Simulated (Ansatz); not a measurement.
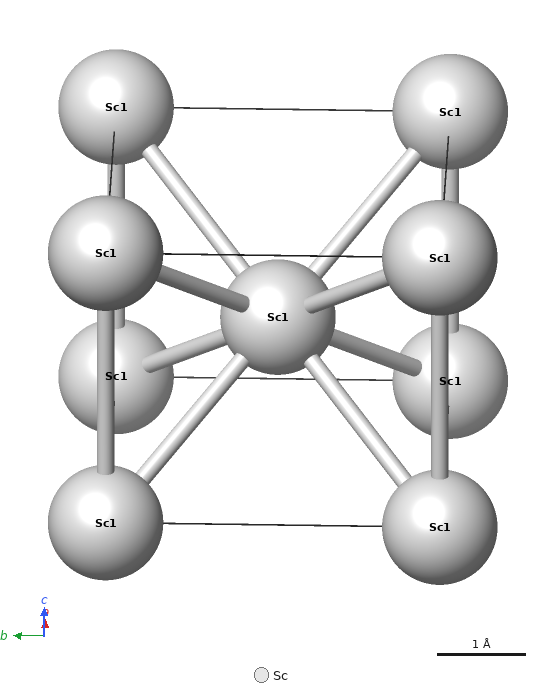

Reference structure: a symmetric starting cell of Sc. The picture is a ball-and-stick view of the conventional cell (2 times the calculation's cell), seen from a free direction. Lengths and directions refer to the drawn axes.

The calculation used DFT r2SCAN, scalar-relativistic, plane waves, PAW in Ansatz 0.2.0. Set-up: plane-wave cutoff 500 eV; k-point mesh 16 × 16 × 16; occupations gaussian; smearing width 0.1 eV; no spin polarisation.

Change: The cell is strained by +3.1 % along c and +4.6 % across it (volume +12.8 %), the atoms keeping their fractional coordinates. No relaxation follows. The starting cell wasn't computed here and needn't be at equilibrium, so pressure and forces aren't due to the change alone.

What is the effect?

Among the bonded contacts that change: Sc–Sc 3.210 → 3.344 Å, Sc–Sc 3.435 → 3.542 Å. The space group stays I4/mmm (No. 139). The pressure is −5.7 GPa (not all of it need come from the change, since the unchanged cell can be under pressure at this level too). The principal stresses (compression positive) are −3.8 GPa along c and −6.6 GPa across it. All forces vanish by symmetry.

Drawn alike, the variant:

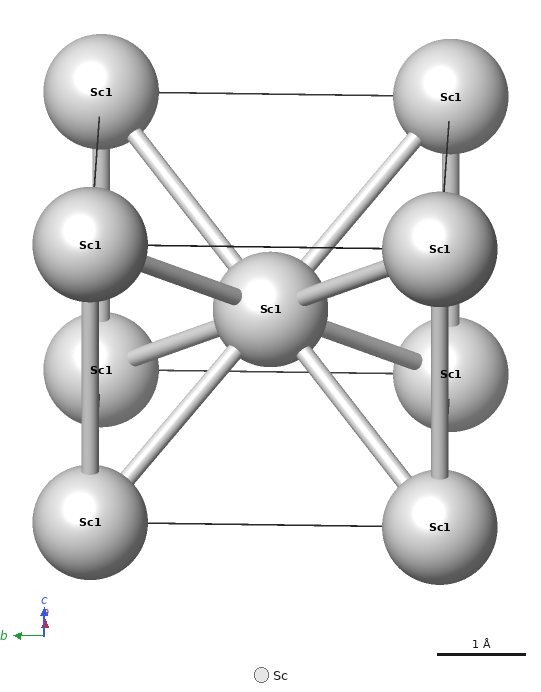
